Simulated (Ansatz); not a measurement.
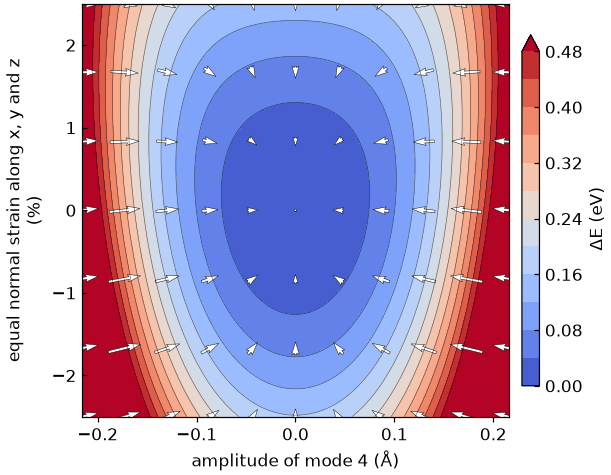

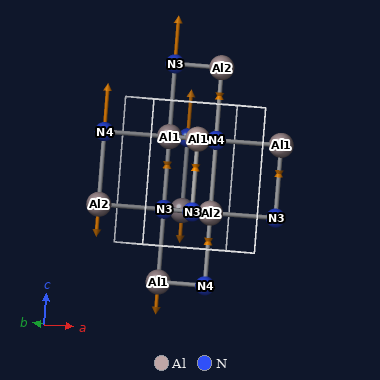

Energy landscape of AlN (P6_3/mmc, No. 194; 4 atoms in the cell). The energy is mapped over a normal mode and a strain (zone-centre modes of the 4-atom cell of this scan) (x along [1 0 0], y along [1 2 0], z along [0 0 1] of the conventional cell). First axis: amplitude of mode 4 (287 cm⁻¹), largest displacement in the unstrained cell. Second axis: equal normal strain along x, y and z. Nothing is relaxed (the pattern is fixed in fractional coordinates). The scan uses an 11 × 7 grid; 42 points were computed and 35 follow by symmetry. Points are written as (first, second). All energies are given in eV per cell relative to the lowest grid point. Level of theory: Ansatz, DFT LDA, scalar-relativistic, plane waves, PAW. Settings: cutoff 520 eV, k-mesh 9×9×6 in the order of the run's cell vectors, gaussian smearing 0.05 eV, no spin polarisation.

Drawn: filled contours, arrows along the force (downhill), their lengths compressed, one colour for all values above the top of the scale. Between grid points the surface is interpolated. The second picture is the structure at the lowest point

**Summarise what can be read from the map.**

The lowest grid point is at (0.000 Å, 0.00 %). No other kind of well shows on this grid. The highest grid point, (−0.216 Å, −2.50 %), lies 1.06 eV above the lowest. The gap on the k-mesh is 3.6 eV at the lowest point and runs from 3.1 to 4.5 eV over the map.

The input of one point:

```yaml
crystal:
  lattice:
    - [3.2758593918, 0.0, 0.0]
    - [-1.6379296959, 2.8369774526, 0.0]
    - [0.0, 0.0, 4.1006874222]
  atoms:
    - { symbol: Al, position: [0.3333333333, 0.6666666667, 0.75] }
    - { symbol: Al, position: [0.6666666667, 0.3333333333, 0.25] }
    - { symbol: "N", position: [0.3333333333, 0.6666666667, 0.25] }
    - { symbol: "N", position: [0.6666666667, 0.3333333333, 0.75] }
basis:
  ecutwfc: 520.0
kpoints:
  mp_grid: { grid: [9, 9, 6] }
hamiltonian:
  xc: lda
  pseudopotentials: { kind: paw, azcp: { folder: soft_1 } }
scf:
  occupations: { method: gaussian, width: 0.05 }
output:
  forces: true
  stress: true
  eigenvalues: true
```

Each point was launched as `ansatz run input.yaml --threads 1 --pin off --max-ram 2048MiB --backend cpu --events-out ev --progress --plain --runs-dir out`. The whole map (42 points run) took 42 s on 1 thread of AMD EPYC 9R45 96-Core Processor (Zen 5), on a shared host.
